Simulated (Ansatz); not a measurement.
System: Hf₂S.

The calculation's input:

```
crystal:
  lattice:
    - [-3.3465310252, 0.0, 0.0]
    - [-1.6732655126, -2.8981808824, 0.0]
    - [0.0, 0.0, 12.6642358425]
  atoms:
    - { symbol: Hf, position: [0.6666666667, 0.6666666667, 0.3671417806] }
    - { symbol: Hf, position: [0.3333333333, 0.3333333333, 0.8276605197] }
    - { symbol: Hf, position: [0.6666666667, 0.6666666667, 0.0933769584] }
    - { symbol: Hf, position: [0.3333333333, 0.3333333333, 0.5538956975] }
    - { symbol: S, position: [0.0, 1.0, 0.2302593695] }
    - { symbol: S, position: [0.0, 0.0, 0.6907781086] }
basis:
  ecutwfc: 420
kpoints:
  mp_grid: { grid: [16, 16, 4] }
hamiltonian:
  xc: pbesol
scf:
  occupations: { method: gaussian, width: 0.15 }
output:
  forces: true
  stress: true
  eigenvalues: true
  write_density: true
  write_potential: true
  elf: true
  volumetric_format: npy
```

Command:

```sh
ansatz run input.yaml --threads 2 --pin off --max-ram 5120MiB --backend cpu --events-out ev --progress --plain --runs-dir out
```

Below, planes, directions and counts refer to the conventional cell (a = 3.35 Å, b = 3.35 Å, c = 12.66 Å, α = 90.00°, β = 90.00°, γ = 120.00°).

Space group P-3m1; a structure from a database of computed crystals, not necessarily the ambient phase; not relaxed (largest force 1.1 eV/Å); computed pressure about −6 GPa in this cell.

All numbers below come from DFT PBEsol, scalar-relativistic, plane waves, PAW in Ansatz.

Q: Predict the valence pseudo-density and electron localisation function between the atoms.

A: Hf–S (2.60 Å): the density is about 0.38 e/Å³ at the midpoint; the ELF peaks at about 0.85 in the valence shell of S, 0.8 Å from its nucleus, and is about 0.30 at the midpoint; no shared electron pair shows on this line.
Hf–Hf (3.05 Å): ρ at the midpoint is about 0.21 e/Å³; the ELF is about 0.25 at the midpoint; no shared electron pair shows on this line.
The ELF has a maximum of about 0.85 in the space between the atoms, 1.9 Å from four Hf atoms, on no atom or two-centre bond.

Q: Does the calculation make it a metal, or give it a gap?

A: It is gapless in this calculation (a metal or semimetal).

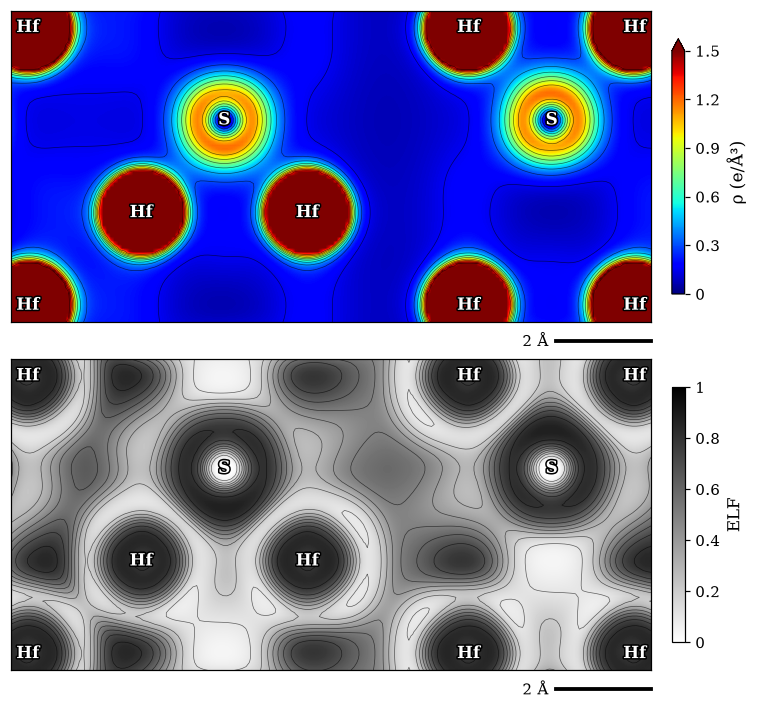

Computed valence pseudo-density and electron localisation function on the (110) plane of the conventional cell, in this order. 

In a PAW calculation such maps are meaningful between the atoms, not at the nuclei.
